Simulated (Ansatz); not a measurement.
```
Li
1.0
     2.99701    0.00000    0.00000
    -1.49851    2.59549    0.00000
     0.00000    0.00000    4.88896
Li
2
Direct
  0.33333 0.66667 0.25000
  0.66667 0.33333 0.75000
```

Space group P6₃/mmc; set up as Li, hcp; a generated structure, not necessarily the stable one.

Method: DFT, LDA (PW92), plane waves (420 eV) with PAW, fully relativistic with spin-orbit coupling (Ansatz).

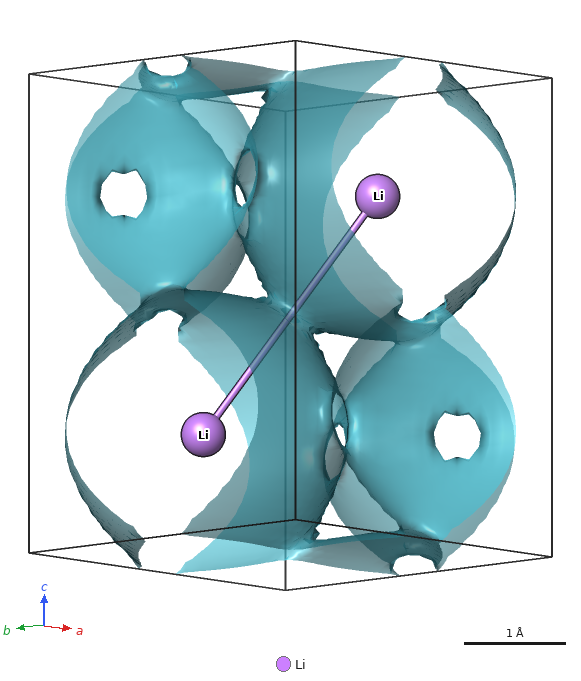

Li. Isosurface of the ELF at 0.55 (cyan), seen at an oblique angle. Core shells and regions of very low density are left out. Sticks mark near contacts.

Core electrons are frozen (PAW), and the valence fields are smoothed inside the atomic spheres.

Describe the localisation domains.

Answer. The surface consists of one network that runs through the whole crystal, counted in one cell of 2 atoms. Any copies at cell faces, edges or corners count once. There are no localised bonds or lone pairs at this value.

Values along the shortest contacts:
Li–Li (2.99 Å): the ELF reaches about 0.55 near the midpoint.
